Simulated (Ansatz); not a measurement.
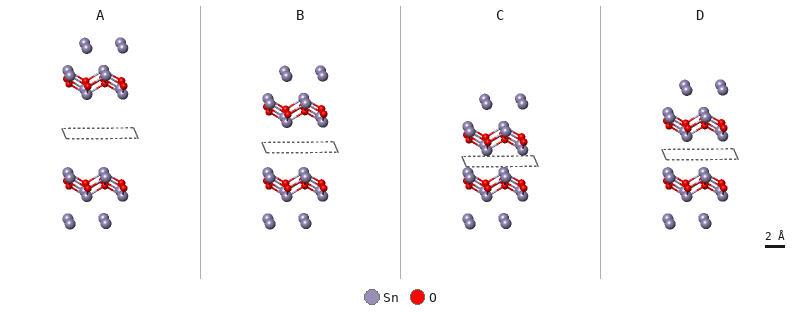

A scan of crystalline SnO (Pmmn): the crystal is pulled apart rigidly along the normal of the (0 0 1) plane of the conventional cell, at a cut between a plane of Sn below and one of Sn above, 2.64 Å apart. One cut stands in each cell, which starts 9.9 Å high; nothing is relaxed, and the dashed outline marks the cut. A ball-and-stick model of the layers on both sides of the cut, seen from the side, nearly along the cut plane.

Theory: Ansatz, DFT r2SCAN, scalar-relativistic, plane waves, PAW. (plane-wave cutoff 500 eV; k-point mesh 9 × 9 × 4; occupations gaussian; smearing width 0.03 eV; no spin polarisation). Energies (free energies at the smearing named) are counted from the relaxed crystal.

Q: Rank the frames from lowest to highest energy.

A: Lowest first: C (the opening 0.00 Å, 0.000 J/m²), D (the opening 1.50 Å, 0.140 J/m²), B (the opening 3.00 Å, 0.209 J/m²), A (the opening 6.00 Å, 0.223 J/m²). Over the whole scan: at the widest opening, 6.00 Å, the energy has risen by 0.223 J/m², where the curve has levelled off: this is the ideal work of separation, the sum of the two unrelaxed surface energies of a slab 9.9 Å thick. The steepest rise lies between 0.50 Å and 0.75 Å, with a mean traction of about 1.1 GPa. Pressing the cut together by 0.30 Å costs 0.035 J/m².

Limits of the set-up: layers or molecules are held without a dispersion correction, so their spacing is unreliable.
